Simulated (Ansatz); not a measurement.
Consider Li.

```yaml
crystal:
  lattice:
    - [2.88979, 0.00000, 0.00000]
    - [0.00000, 5.10792, 0.00000]
    - [0.00000, 0.00000, 8.49714]
  atoms:
    - { symbol: Li, position: [0.50000, 0.00000, 0.32481] }
    - { symbol: Li, position: [0.00000, 0.50000, 0.82481] }
    - { symbol: Li, position: [0.00000, 0.50000, 0.17519] }
    - { symbol: Li, position: [0.50000, 0.00000, 0.67519] }
    - { symbol: Li, position: [0.00000, 0.00000, 0.00000] }
    - { symbol: Li, position: [0.50000, 0.50000, 0.50000] }
```

Space group Immm; a structure generated by program, which may or may not match a known phase; changed on purpose from its base cell (volume × 1.03, shape and atoms relaxed); computed without spin polarisation.

Level of theory: DFT PBE, scalar-relativistic, plane waves, PAW (Ansatz 0.2.0).

Predict the valence pseudo-density and electron localisation function between the atoms.

Answer. Li–Li (2.89 Å): the density is about 0.05 e/Å³ at the midpoint; the ELF is about 0.45 at the midpoint.

Does the calculation make it a metal, or give it a gap?

Answer. It is gapless in this calculation (a metal or semimetal).

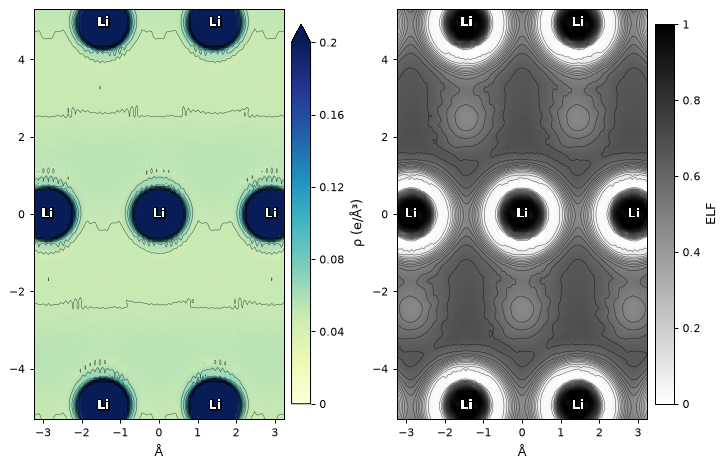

Computed valence pseudo-density and electron localisation function on the (011) plane of the conventional cell, in this order. 
